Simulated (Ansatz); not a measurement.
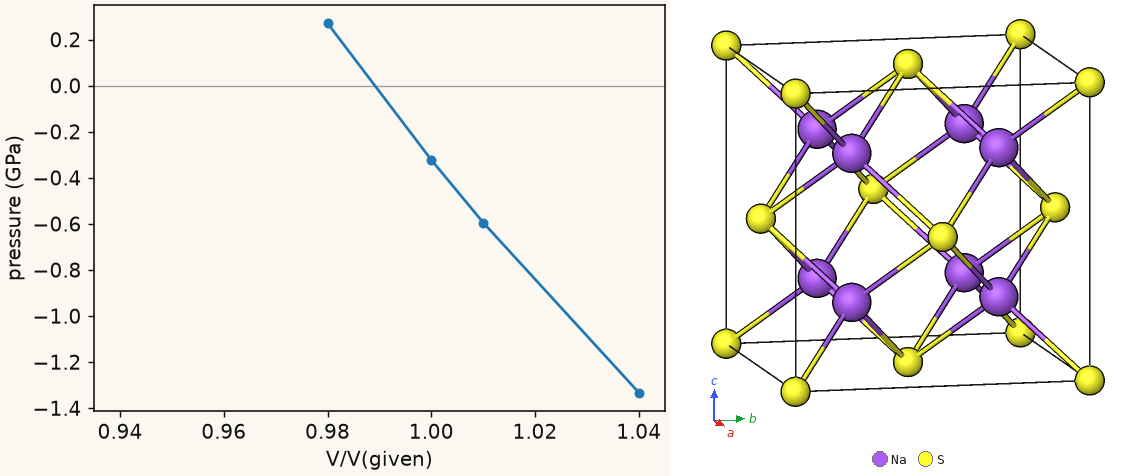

Plotted: pressure against V/V(given) for Na₂S, space group Fm-3m (No. 225). The conventional cell is drawn beside the plot.

The given structure:
```yaml
crystal:
  lattice:
    - [0.00000, 3.26300, 3.26300]
    - [3.26300, 0.00000, 3.26300]
    - [3.26300, 3.26300, 0.00000]
  atoms:
    - { symbol: Na, position: [0.25000, 0.25000, 0.25000] }
    - { symbol: Na, position: [0.75000, 0.75000, 0.75000] }
    - { symbol: S, position: [0.00000, 0.00000, 0.00000] }
```

How it was computed, with Ansatz 0.2.0: periodic Kohn-Sham DFT of a crystal at fixed atoms, scaled to the stated factor times the given cell; pressure positive in compression. Level: PBEsol.

- method: all-electron PAW
- relativity: scalar
- k mesh: 8×8×8
- occupations: Fermi–Dirac
- smearing width: 0.02 eV
- nucleus: Gaussian

V(given) is 23.16 Å³/atom.

The point at V/V(given) 0.94 is left out of the plot. What does the calculation give there?

```csv
V/V(given),pressure (GPa)
0.94,1.666
```
